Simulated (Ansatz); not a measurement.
# TiAl$_{3}$: 6 runs along one coordinate

System: TiAl$_{3}$ (4 atoms in the cell).
Method: DFT PBEsol, scalar-relativistic, plane waves, PAW, no spin polarisation (Ansatz 0.2.0).

The 6 runs differ only in the geometry, by a shift of atoms along one path in a fixed cell. The shift s is measured from run 4: Al2 moves along the Cartesian direction (0.00, 0.00, 1.00), and Ti1 with it in fixed proportion. The structure derives from a Materials Project entry.

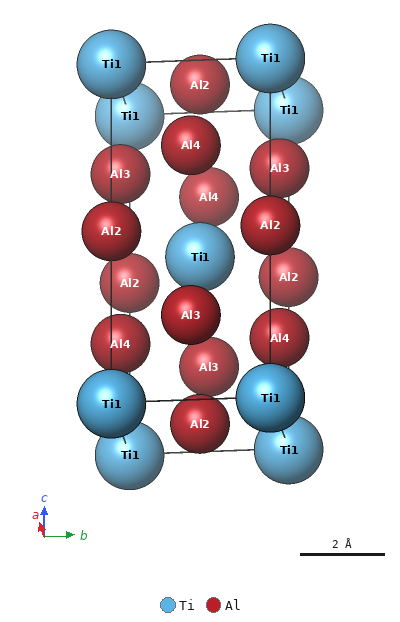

Figure 1. The structure of run 4 (spheres-only view of the cell 2 times as large as that of the calculation, set on its symmetry axes, seen at an oblique angle; atoms are numbered from 1 in the order of the input). An atom can appear more than once, as a periodic image.

**Input of run 4**
```yaml
crystal:
  lattice:
    - [-1.9077740735, 1.9077740735, 4.276996808]
    - [1.9077740735, -1.9077740735, 4.276996808]
    - [1.9077740735, 1.9077740735, -4.276996808]
  atoms:
    - { symbol: Ti, position: [-0.0029228976, -0.0029228976, 0.0] }
    - { symbol: Al, position: [0.5052607007, 0.5052607007, 0.0] }
    - { symbol: Al, position: [0.7499623547, 0.2499623547, 0.5] }
    - { symbol: Al, position: [0.2499623547, 0.7499623547, 0.5] }
basis:
  ecutwfc: 420
kpoints:
  mp_grid: { grid: [18, 18, 18] }
hamiltonian:
  xc: pbesol
scf:
  occupations: { method: gaussian, width: 0.15 }
output:
  forces: true
  stress: true
  eigenvalues: true
```

Command:
```bash
ansatz run input.yaml --threads 2 --pin off --max-ram 5120MiB --backend cpu --events-out ev --progress --plain --runs-dir out
```

Lattice vectors (Å) and fractional positions of run 4:
```
  -1.907774    1.907774    4.276997
   1.907774   -1.907774    4.276997
   1.907774    1.907774   -4.276997
Ti -0.002923 -0.002923  0.000000
Al  0.505261  0.505261  0.000000
Al  0.749962  0.249962  0.500000
Al  0.249962  0.749962  0.500000
```

Run 3 differs from it as follows:
```diff
-    - { symbol: Ti, position: [-0.0029228976, -0.0029228976, 0.0] }
-    - { symbol: Al, position: [0.5052607007, 0.5052607007, 0.0] }
-    - { symbol: Al, position: [0.7499623547, 0.2499623547, 0.5] }
-    - { symbol: Al, position: [0.2499623547, 0.7499623547, 0.5] }
+    - { symbol: Ti, position: [-0.0019485984, -0.0019485984, 0.0] }
+    - { symbol: Al, position: [0.5035071338, 0.5035071338, 0.0] }
+    - { symbol: Al, position: [0.7499749031, 0.2499749031, 0.5] }
+    - { symbol: Al, position: [0.2499749031, 0.7499749031, 0.5] }
```

**Results, with one run withheld**

```csv
run,shift s of Al2 (Å),"free energy per atom, from the lowest run given (meV)",pressure (GPa),force along the path (eV/Å)
1,−0.1650,9.90,0.31,0.772
2,−0.1050,1.25,0.08,0.382
3,−0.0150,?,?,?
4,0.0000,0.00,0.05,−0.286
5,0.0300,2.87,0.13,−0.479
6,0.0600,7.19,0.24,−0.674
```

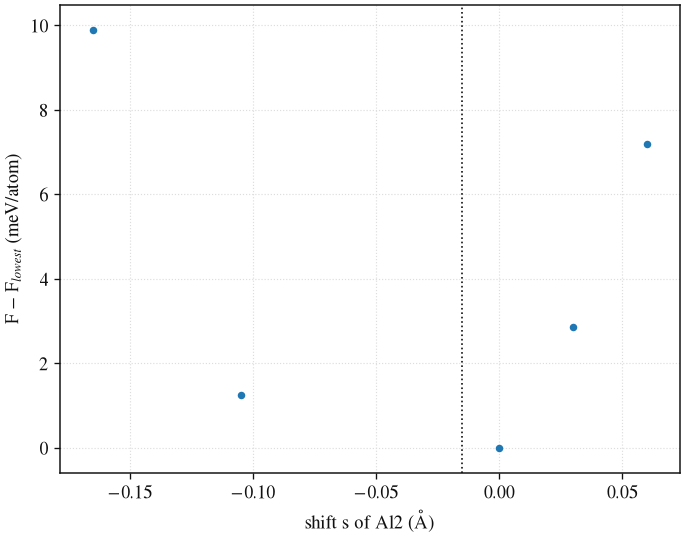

Figure 2. Free energy per atom of the runs given; the dotted line marks run 3.

Estimate the energy of run 3 from the others.

A cubic polynomial in the coordinate, fitted to the 5 runs given, misses them by under 0.01 meV per atom. With x = s + 0.0360, it reads F = −1.5604 + 14.476 x + 799.52 x² − 10.548 x³ (meV per atom). At run 3 it gives −0.90 meV per atom, and the run itself gives −0.89. The slope of the fit gives a force −dF/ds of −0.192 eV/Å along the path (summed over the atoms that move), and the printed forces give −0.191 eV/Å. The fit has its minimum at s = −0.0451 Å.

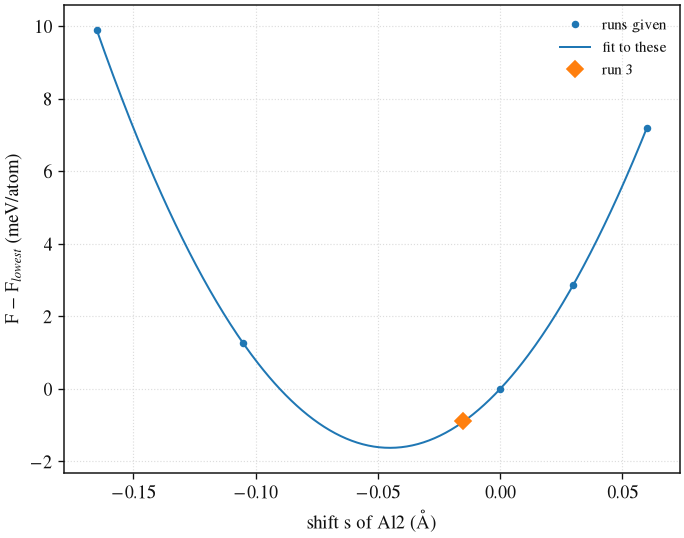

Figure 3. The fit and the withheld run.

**Output, shortened to warnings, some set-up lines, iterations and results (run 3)**
```
Basis set: ecut = 420 eV, 1203 PW (Γ), exchange–correlation on 72×72×72 points (8 copies of the dense FFT grid, shifted against one another)
Symmetry: 8 space group operations
k-points: 480 of 5832 (time reversal used)
Initial density: superposition of atomic densities (neutral atoms: chi_scale 0, normalization atom), corrected by the library's trained network
[...]
SCF iter   1: F=—  HF=-4049.168579 eV  |F-HF|=—  |Δ(HF+E_count)|=         —  Δρ=5.11e-3  dr2=1.76e-2  ethr=1.77e-3  ⟨swp⟩=5.3  Hψ=41069  notcnv=0
SCF iter   2: F=—  HF=-4049.165599 eV  |F-HF|=—  |Δ(HF+E_count)|=   2.98e-3  Δρ=2.01e-3  dr2=2.67e-3  ethr=8.40e-5  ⟨swp⟩=1.0  Hψ=11040  notcnv=0
SCF iter   3: F=—  HF=-4049.165123 eV  |F-HF|=—  |Δ(HF+E_count)|=   4.76e-4  Δρ=4.48e-4  dr2=1.69e-4  ethr=1.27e-5  ⟨swp⟩=2.2  Hψ=9050  notcnv=0
SCF iter   4: F=—  HF=-4049.165083 eV  |F-HF|=—  |Δ(HF+E_count)|=   4.00e-5  Δρ=4.69e-5  dr2=1.84e-6  ethr=8.06e-7  ⟨swp⟩=2.2  Hψ=9714  notcnv=0
SCF iter   5: F=—  HF=-4049.165086 eV  |F-HF|=—  |Δ(HF+E_count)|=   3.52e-6  Δρ=1.23e-5  dr2=8.19e-8  ethr=8.75e-9  ⟨swp⟩=2.3  Hψ=10039  notcnv=0
SCF iter   6: F=-4049.165086 eV  HF=-4049.165086 eV  |F-HF|=1.18e-9  |Δ(HF+E_count)|=   4.97e-9  Δρ=2.13e-6  dr2=2.60e-9  ethr=3.90e-10  ⟨swp⟩=2.2  Hψ=24802  notcnv=0
SCF 1 converged in 6 iterations: F = -4049.165086 eV  dr2 = 2.60e-9
SCF converged after 6 iterations
Free energy (F): -4049.165086 eV
Harris-Foulkes:  -4049.165086 eV  (|F-HF|=1.18e-9)
Internal energy: -4049.145949 eV  (E = F + TS)
E sigma→0 (E₀):  -4049.155518 eV
Entropy (-TS):   -0.019137 eV (-4.784 meV/atom)
Fermi energy:    9.676639 eV
--- Per-component energies (eV) ---
  E_band       = -149.288672
  E_kinetic    = 344.649576
  E_local      = -1186.783726  (includes V_loc(G=0)·N_el)
  E_nonlocal   = 41.863446
  E_hartree    = 522.480102
  E_xc         = -216.683601
  E_vxc        = -211.271749  (∫ρ·V_xc dr)
  E_paw        = -2387.823982  (= ΣΔE_a)
  E_vpaw       = -182.707905  (= ΣTr[D̂ρ^β])
  E_aug_tail   = 0.000104  (compensation charges beyond the density's cutoff)
  E_ewald      = -1167.044669
  E_core_change = 0.196801  (= ΣΔE_core)
  E_smearing   = -0.019137  (= −TS)
  E_closure    = -0.000000  (closes the sum)
  Σ components = -4049.165086   (vs F -4049.165086, Δ=0.00e0)
--- Forces (eV/Å), atoms counted from 1 ---
  atom   1  Ti     0.00000000     0.00000000     0.12142101
  atom   2  Al     0.00000000     0.00000000    -0.12329041
  atom   3  Al     0.00000000    -0.00000000     0.00093529
  atom   4  Al    -0.00000000     0.00000000     0.00093529
  max |Σ_I F_I| component: 1.18e-6 eV/Å
--- Stress (GPa, compression-positive) ---
        0.059791       0.000000      -0.000000
        0.000000       0.059791       0.000000
       -0.000000       0.000000      -0.038192
  P = ⅓ Tr σ = 0.0271 GPa (0.271 kbar)
```
